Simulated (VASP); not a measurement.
System: Si$_{2}$W.

Input file:

```
SYSTEM = Si2W
PREC = Accurate
ENCUT = 520
EDIFF = 1E-6
ISMEAR = -1
SIGMA = 0.08
LREAL = .FALSE.
LASPH = .TRUE.
NELM = 100
ALGO = Fast
ISIF = 2
LWAVE = .FALSE.
LCHARG = .TRUE.
GGA = PE
LELF = .TRUE.
LVHAR = .TRUE.
NBANDS = 18
```

Launched as:

```sh
cat potpaw_PBE.64/W_sv/POTCAR potpaw_PBE.64/Si/POTCAR > POTCAR
mpirun -np 1 vasp_std > vasp.out
```

Below, planes, directions and counts refer to the conventional cell (a = 5.03 Å, b = 5.03 Å, c = 5.03 Å, α = 90.00°, β = 90.00°, γ = 90.00°).

Space group Fm-3m; computed pressure about 170 GPa in this cell.

The calculation used Kohn-Sham DFT of a periodic cell, PBE, VASP PAW PBE potentials, recommended in VASP 6.6.1.

### What will maps of the valence pseudo-density and electron localisation function show?

Si–W (2.18 Å): the density is about 0.83 e/Å³ at the midpoint; the ELF peaks at about 0.65 in the valence shell of Si, 0.8 Å from its nucleus, and is about 0.45 at the midpoint.
Si–Si (2.51 Å): ρ at the midpoint is about 0.5 e/Å³; the ELF peaks at about 0.70 between the atoms.

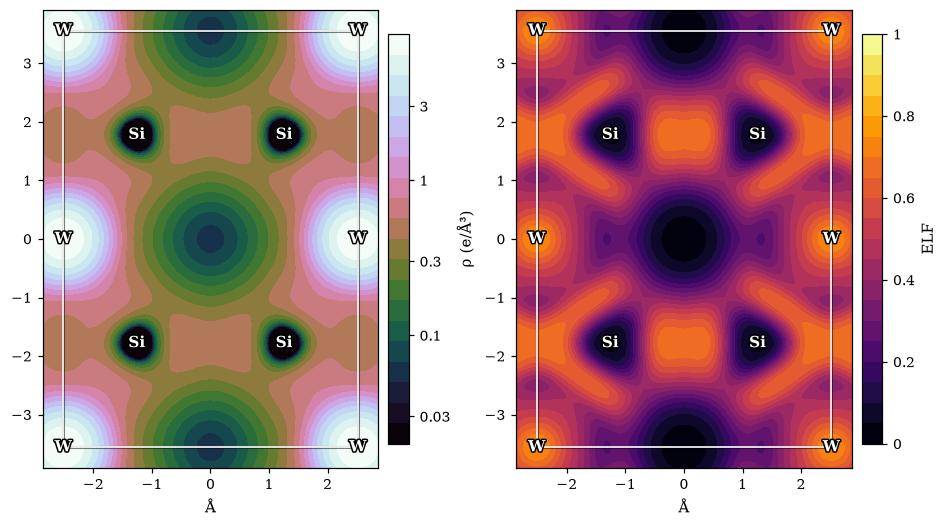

Computed valence pseudo-density and electron localisation function on the (101) plane of the conventional cell, in this order. 

In a PAW calculation such maps are meaningful between the atoms, not at the nuclei.
